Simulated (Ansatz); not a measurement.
**SnO: density, localisation and related maps**

Input file:

```
crystal:
  lattice:
    - [2.6910265907, -2.691026366, -0.0201826977]
    - [2.6910265907, 2.691026366, 0.0201826977]
    - [0.0, 0.0712707729, 9.5027697182]
  atoms:
    - { symbol: Sn, position: [0.7500077544, 0.2499922456, 0.8712316868] }
    - { symbol: Sn, position: [0.2499922456, 0.7500077544, 0.1287683132] }
    - { symbol: Sn, position: [0.7499922456, 0.2500077544, 0.3712316868] }
    - { symbol: Sn, position: [0.2500077544, 0.7499922456, 0.6287683132] }
    - { symbol: O, position: [0.2499958225, 0.2500041775, 0.25] }
    - { symbol: O, position: [0.7500041775, 0.7499958225, 0.75] }
    - { symbol: O, position: [0.2500041775, 0.2499958225, 0.75] }
    - { symbol: O, position: [0.7499958225, 0.7500041775, 0.25] }
basis:
  ecutwfc: 420
kpoints:
  mp_grid: { grid: [10, 10, 4] }
hamiltonian:
  xc: pbesol
scf:
  occupations: { method: gaussian, width: 0.15 }
output:
  forces: true
  stress: true
  eigenvalues: true
  write_density: true
  write_potential: true
  elf: true
  volumetric_format: npy
```

Launched as:

```sh
ansatz run input.yaml --threads 2 --pin off --max-ram 5120MiB --backend cpu --events-out ev --progress --plain --runs-dir out
```

Space group C2/m; a structure from a database of computed crystals, not necessarily the ambient phase; changed on purpose from its base cell (strain +0.0150 x Voigt [0, 0, 0, 1, 0, 0], atoms carried along).

Level of theory: DFT PBEsol, scalar-relativistic, plane waves, PAW (Ansatz).

Core electrons are frozen (PAW), and the valence fields are smoothed inside the atomic spheres.

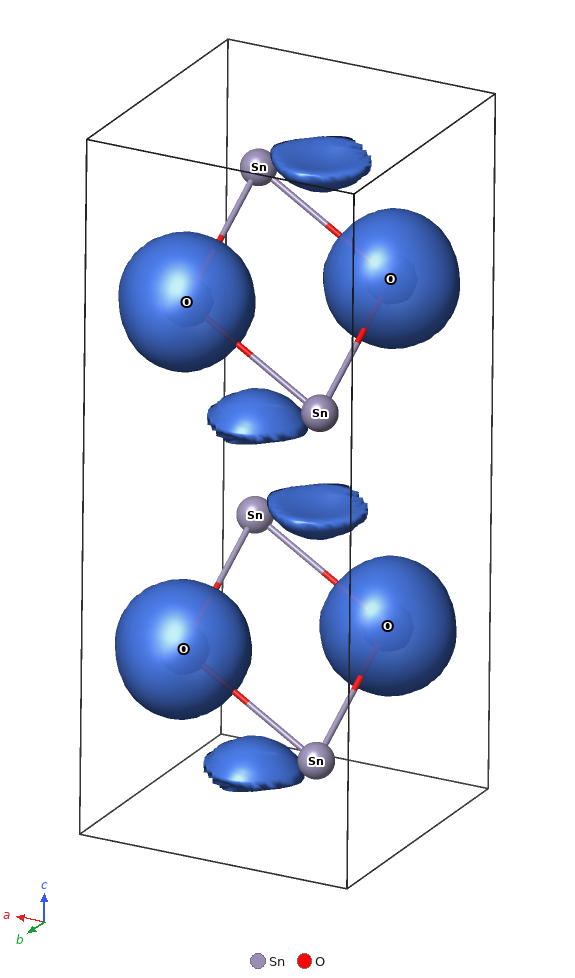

Figure 1. Isosurface of the ELF at 0.65 (blue), seen at an oblique angle. Only the valence region is drawn (cores and ρ < 0.01 e/Å³ removed). Sticks mark near contacts.

> Describe the localisation domains.

The surface consists of four lobes on Sn, pointing away from the bonds (lone pairs) and four regions wrapped around O (the valence shell of each), counted in one cell of 8 atoms. Any copies at cell faces, edges or corners count once. Profiles from the grid: Sn–O (2.21 Å): the ELF peaks at about 0.85 in the valence shell of O, 0.6 Å from its nucleus, and is about 0.20 at the midpoint: no shared electron pair shows on this line.

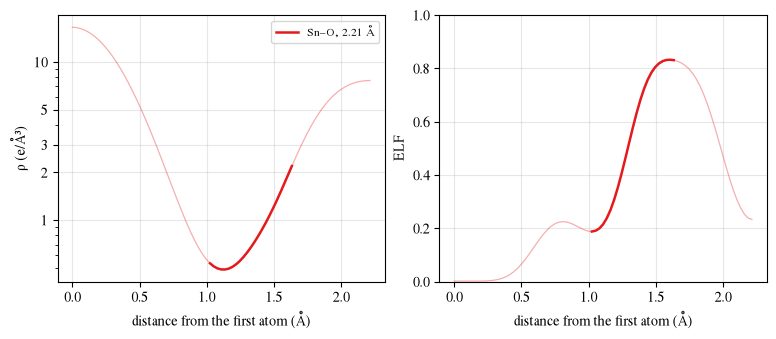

Figure 2. Valence pseudo-density and electron localisation function along straight lines between neighbouring atoms. Thin, pale parts lie inside the atomic spheres.

> What can be read from the curves?

Sn–O (2.21 Å): the density is about 0.49 e/Å³ at the midpoint; the ELF peaks at about 0.85 in the valence shell of O, 0.6 Å from its nucleus, and is about 0.20 at the midpoint; no shared electron pair shows on this line.

> Does the calculation give a band gap?

It is gapless in this calculation (a metal or semimetal).
